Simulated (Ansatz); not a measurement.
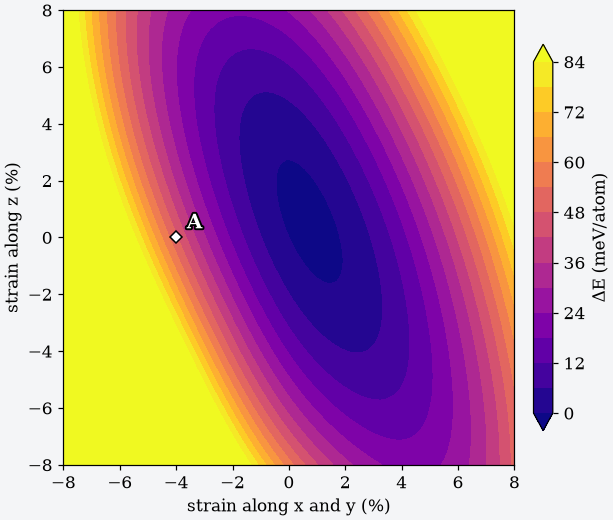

ZnS (F-43m, No. 216; 2 atoms in the cell). The cell is strained homogeneously, by one strain along x and y and another along z, with fractional coordinates fixed (x, y and z along the cube axes). Coordinates scanned: (1) strain along x and y; (2) strain along z. The grid has 5 × 5 points. Points are written as (first, second). Energies: meV/atom, counted from the lowest grid point. The reference cell is the one listed in the database, not relaxed at this level. Computed with DFT PBE, scalar-relativistic, plane waves, PAW in Ansatz 0.2.0. Settings: cutoff 420 eV, k-mesh 10×10×10, gaussian smearing 0.05 eV, no spin polarisation.

The picture shows filled contours, one colour for all values above the top of the scale, the point A. Between grid points the surface is interpolated.

Q: Is A at rest? If not, where is it pushed?

A: A, at (−4 %, 0 %), is not a stationary point. The computed force is 22 meV/atom for each 1 % towards larger values of strain along x and y and 8.6 meV/atom for each 1 % towards larger values of strain along z.
